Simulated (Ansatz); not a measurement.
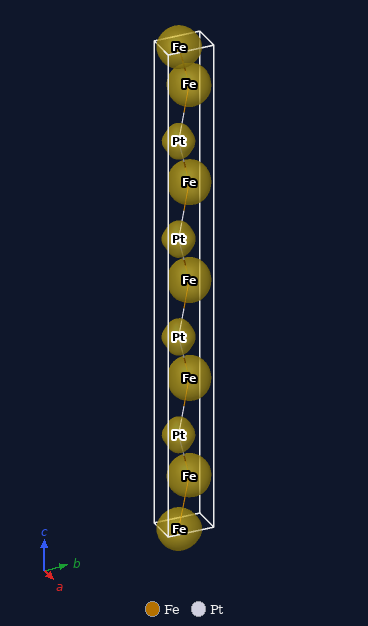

The picture shows: Fe3Pt2. Isosurfaces of the spin density at +0.08 (yellow) and −0.08 e/Å³ (cyan), seen slightly off an axis. Sticks mark near contacts.

Space group P-6m2; a structure generated by program, which may or may not match a known phase; spin-polarised.

All numbers below come from DFT PBE, scalar-relativistic, plane waves, PAW in Ansatz 0.2.0.

The density is the valence pseudo-density of a PAW calculation; it isn't the true density close to the nuclei.

Q: Which atoms carry the moments, and with what signs?

A: The spin density sits on Fe: +2.9 μB (×6) in one cell of 10 atoms, with smaller moments on other sites: Pt (up to +0.31 μB): parallel moments (a ferromagnetic arrangement) in this solution. The cell of the calculation (10 atoms) carries 18.1 μB of net spin moment. Only one sign reaches the isovalue.
